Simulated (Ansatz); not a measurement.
ZrN: several calculations on one system

## 1. Vibrations

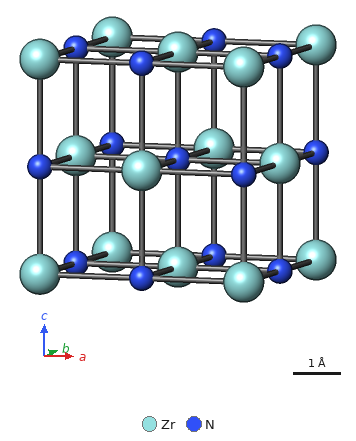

Phonons of a crystal of ZrN relaxed at −3 GPa, space group Fm-3m (No. 225), at the zone centre. Style: ball-and-stick. Shown: the conventional cell (4 times the calculation's cell), slightly off an axis. Lengths and directions refer to the drawn axes.

The calculation used Ansatz, DFT PBE, scalar-relativistic, plane waves, PAW.

Input file:
```yaml
crystal:
  lattice:
    - [0.0, 2.3073751339, 2.3073751339]
    - [2.3073751339, 0.0, 2.3073751339]
    - [2.3073751339, 2.3073751339, 0.0]
  atoms:
    - { symbol: Zr, position: [0.0, 0.0, 0.0] }
    - { symbol: "N", position: [0.5, 0.5, 0.5] }
basis:
  ecutwfc: 420
kpoints:
  mp_grid: { grid: [16, 16, 16] }
hamiltonian:
  xc: pbe
scf:
  occupations: { method: fermi_dirac, width: 0.15 }
output:
  eigenvalues: true
phonons:
  method: dfpt
  eigenvectors: true
```

Launched with:
```bash
ansatz run input.yaml --threads 1 --pin off --max-ram 3072MiB --backend cpu --events-out ev --progress --plain --runs-dir out
```

The frequencies depend somewhat on the k-mesh and the smearing.

**Which optical modes does it have, at what frequencies, and is it stable there?**

The calculation's cell holds 2 atoms, so there are 3 optical modes, in 1 level. The optical modes span T₁u. No level is unstable.

```csv
level,symmetry,frequency (cm⁻¹),activity
1,T₁u,463,infrared-active
```

The crystal is a metal, so free carriers screen the infrared response.

The displacement patterns (one member of each degenerate set):

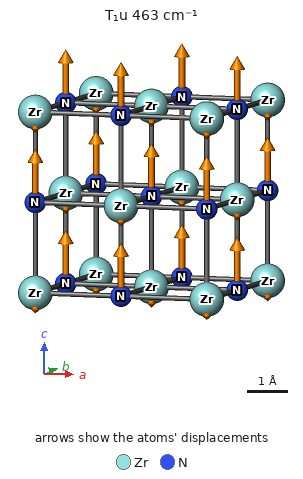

## 2. Vibrations

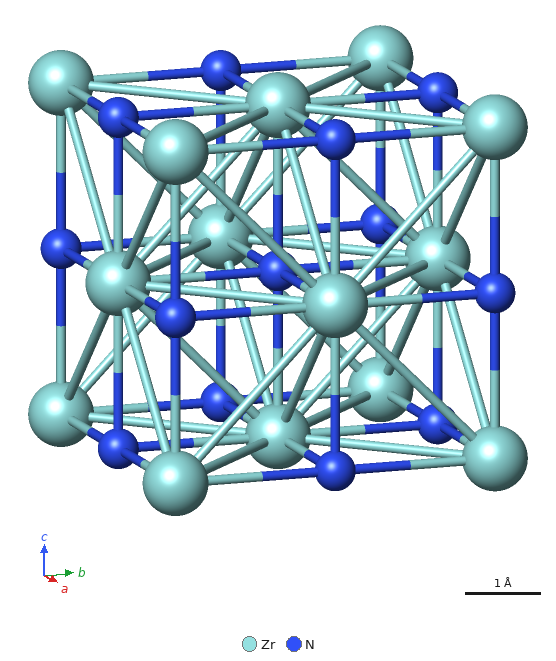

Normal modes of a crystal of ZrN relaxed at 3 GPa, space group Fm-3m (No. 225), at the zone centre. Style: ball-and-stick. Shown: the conventional cell (4 times the calculation's cell), slightly off an axis. Lengths and directions refer to the drawn axes.

The calculation used DFT PBEsol, scalar-relativistic, plane waves, PAW in Ansatz.

The input:
```yaml
crystal:
  lattice:
    - [0.0, 2.2682763633, 2.2682763633]
    - [2.2682763633, 0.0, 2.2682763633]
    - [2.2682763633, 2.2682763633, 0.0]
  atoms:
    - { symbol: Zr, position: [0.0, 0.0, 0.0] }
    - { symbol: "N", position: [0.5, 0.5, 0.5] }
basis:
  ecutwfc: 420
kpoints:
  mp_grid: { grid: [16, 16, 16] }
hamiltonian:
  xc: pbesol
scf:
  occupations: { method: fermi_dirac, width: 0.15 }
output:
  eigenvalues: true
phonons:
  method: dfpt
  eigenvectors: true
```

Launched with:
```bash
ansatz run input.yaml --threads 1 --pin off --max-ram 3072MiB --backend cpu --events-out ev --progress --plain --runs-dir out
```

The frequencies depend somewhat on the k-mesh and the smearing.

List the optical modes.

The calculation's cell holds 2 atoms, so there are 3 optical modes, in 1 level. The optical modes span T₁u. No level is unstable.

| level | symmetry | frequency (cm⁻¹) | activity |
| --- | --- | --- | --- |
| 1 | T₁u | 509 | infrared-active |

The crystal is a metal, so free carriers screen the infrared response.

The modes drawn as arrows (one member of each degenerate set):

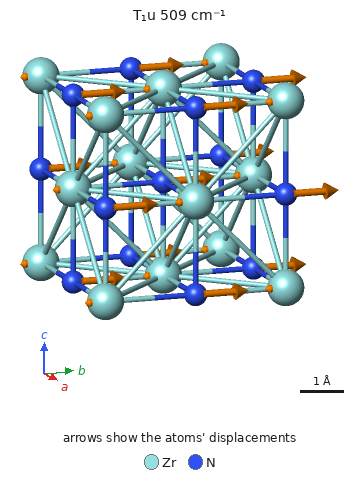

## 3. One mode

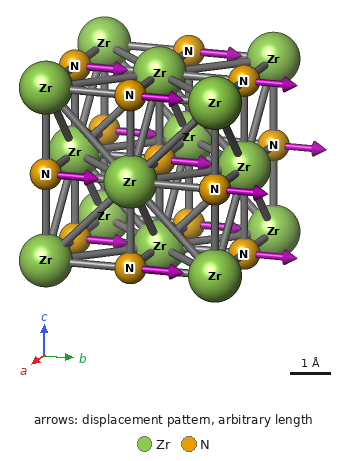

One vibrational mode of a crystal of ZrN relaxed at 15 GPa at the zone centre. The purple arrows give the relative displacements of the atoms. The picture is a ball-and-stick view of the conventional cell (4 times the calculation's cell), seen slightly off an axis. Lengths and directions refer to the drawn axes.

The calculation used DFT PBEsol, scalar-relativistic, plane waves, PAW (Ansatz 0.2.0). (plane-wave cutoff 420 eV; k-point mesh 16 × 16 × 16; occupations fermi dirac; smearing width 0.15 eV; target pressure 15 GPa; no spin polarisation)

The frequencies depend somewhat on the k-mesh and the smearing.

> Describe the mode and give its frequency.

This is the T₁u mode (triply degenerate; one member of the set is drawn) at 548 cm⁻¹, the only optical level, infrared-active by symmetry. The N sublattice moves against the Zr sublattice, along b; it stretches the shortest N–Zr bonds (2.24 Å); the kinetic energy is shared as N 87 %, Zr 13 %. The crystal is a metal, so free carriers screen the infrared response.

## 4. One mode

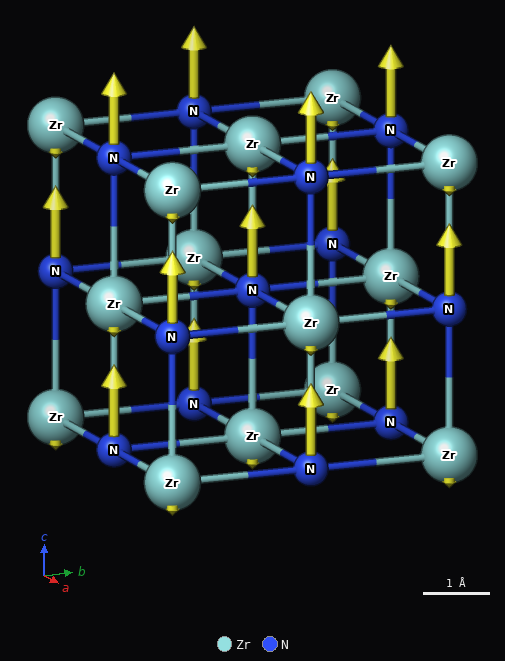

One vibrational mode of crystalline ZrN at 1.02 times its rest volume at the zone centre. The yellow arrows are the displacements of the atoms (eigenvector over the root of the mass), of arbitrary overall length and sign. The picture is a ball-and-stick view of the conventional cell (4 times the calculation's cell), seen slightly off an axis. Lengths and directions refer to the drawn axes.

Method: Ansatz, DFT PBEsol, scalar-relativistic, plane waves, PAW. Settings: plane-wave cutoff 420 eV; k-point mesh 16 × 16 × 16; occupations fermi dirac; smearing width 0.15 eV; no spin polarisation.

The frequencies depend somewhat on the k-mesh and the smearing.

> Describe the mode and give its frequency.

This is the T₁u mode (triply degenerate; one member of the set is drawn) at 479 cm⁻¹, the only optical level, infrared-active by symmetry. The N sublattice moves against the Zr sublattice, along c; it stretches the shortest N–Zr bonds (2.29 Å); the kinetic energy is shared as N 87 %, Zr 13 %. The crystal is a metal, so free carriers screen the infrared response.

## 5. Softest mode

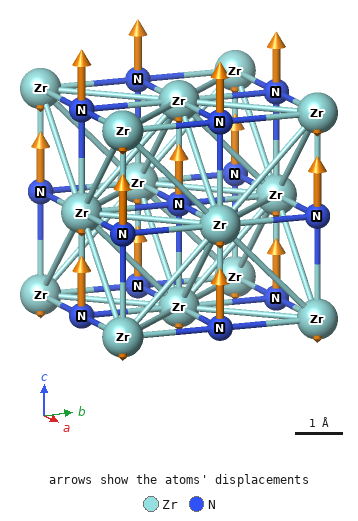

The lowest optical mode of solid ZrN relaxed at 8 GPa, space group Fm-3m (No. 225), at the zone centre. The orange arrows are the displacements of the atoms (eigenvector over the root of the mass), of arbitrary overall length and sign. A ball-and-stick model of the conventional cell (4 times the calculation's cell), seen slightly off an axis. Lengths and directions refer to the drawn axes.

Theory: DFT PBEsol, scalar-relativistic, plane waves, PAW in Ansatz 0.2.0. Set-up: plane-wave cutoff 420 eV; k-point mesh 16 × 16 × 16; occupations fermi dirac; smearing width 0.15 eV; target pressure 8 GPa; no spin polarisation.

The frequencies depend somewhat on the k-mesh and the smearing.

Is this crystal at a minimum with respect to the drawn distortion?

Yes: this softest mode has a real frequency, and so have all others here. That speaks for this wave vector alone: the rest of the zone wasn't checked in this run. This is the T₁u mode (triply degenerate; one member of the set is drawn) at 526 cm⁻¹, the only optical level, infrared-active by symmetry. The N sublattice moves against the Zr sublattice, along c; it stretches the shortest N–Zr bonds (2.26 Å); the kinetic energy is shared as N 87 %, Zr 13 %. The crystal is a metal, so free carriers screen the infrared response.

## 6. Softest mode

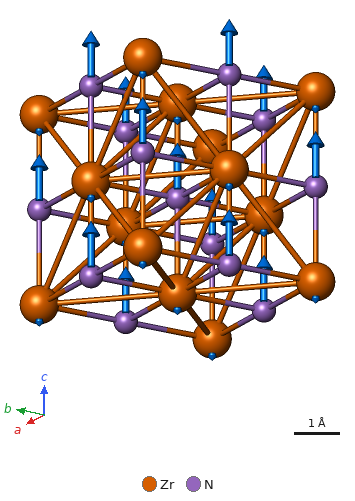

The lowest optical mode of solid ZrN at 0.98 times its rest volume, space group Fm-3m (No. 225), at the zone centre. The blue arrows give the relative displacements of the atoms. The picture is a ball-and-stick view of the conventional cell (4 times the calculation's cell), seen from a free direction. Lengths and directions refer to the drawn axes.

Method: Ansatz 0.2.0, DFT PBEsol, scalar-relativistic, plane waves, PAW.

Input
```yaml
crystal:
  lattice:
    - [0.0, 2.2612613178, 2.2612613178]
    - [2.2612613178, 0.0, 2.2612613178]
    - [2.2612613178, 2.2612613178, 0.0]
  atoms:
    - { symbol: Zr, position: [0.0, 0.0, 0.0] }
    - { symbol: "N", position: [0.5, 0.5, 0.5] }
basis:
  ecutwfc: 420
kpoints:
  mp_grid: { grid: [16, 16, 16] }
hamiltonian:
  xc: pbesol
scf:
  occupations: { method: fermi_dirac, width: 0.15 }
output:
  eigenvalues: true
phonons:
  method: dfpt
  eigenvectors: true
```

Run as
```bash
ansatz run input.yaml --threads 1 --pin off --max-ram 3072MiB --backend cpu --events-out ev --progress --plain --runs-dir out
```

The frequencies depend somewhat on the k-mesh and the smearing.

Question: Is the structure stable against all modes at this point?

Answer: Yes: this softest mode has a real frequency, and so have all others here. That speaks for this wave vector alone: the rest of the zone wasn't checked in this run. This is the T₁u mode (triply degenerate; one member of the set is drawn) at 15.5 THz, the only optical level, infrared-active by symmetry. The N sublattice moves against the Zr sublattice, along c; it stretches the shortest N–Zr bonds (2.26 Å); the kinetic energy is shared as N 87 %, Zr 13 %. The crystal is a metal, so free carriers screen the infrared response.
